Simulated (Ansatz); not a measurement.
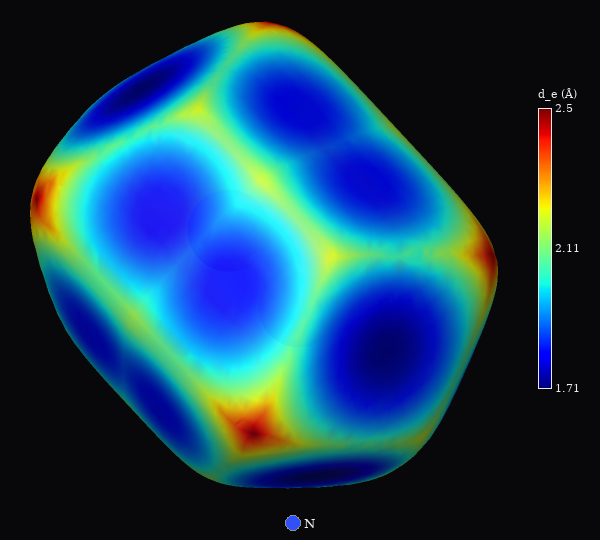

Hirshfeld surface computed for the N₂ molecule in N (P6_3/mmc, No. 194), coloured by d_e.

The surface is where the fragment's share of the procrystal density (the sum of the densities of spherically averaged neutral Hartree-Fock atoms) equals one half. d_i and d_e are the distances from the surface to the nearest nucleus inside and outside. Van der Waals radii (Alvarez): N 1.66 Å.

Origin of the cell: the end point of a relaxation with DFT, r2SCAN+rVV10, plane waves, PAW in Ansatz.

```cif
data_structure
_symmetry_space_group_name_H-M 'P6_3/mmc'
_symmetry_Int_Tables_number 194
_cell_length_a 3.5804
_cell_length_b 3.5804
_cell_length_c 7.6415
_cell_angle_alpha 90.000
_cell_angle_beta 90.000
_cell_angle_gamma 120.000
_cell_volume 84.84
loop_
_atom_site_label
_atom_site_type_symbol
_atom_site_symmetry_multiplicity
_atom_site_Wyckoff_symbol
_atom_site_fract_x
_atom_site_fract_y
_atom_site_fract_z
_atom_site_occupancy
N1 N 4 f 0.33333 0.66667 0.32157 1
```

**Which contact with the surroundings is the closest relative to the atoms' sizes?**

N···N at 3.42 Å, 103 % of the sum of the van der Waals radii.

**How is the surface shared among contacts (both directions of a pair summed)?**

N···N 100 %.

**Give the size and shape of the surface.**

It encloses about 39.3 Å³, has an area of about 58 Å² and a globularity of 0.96 (1 for a sphere).
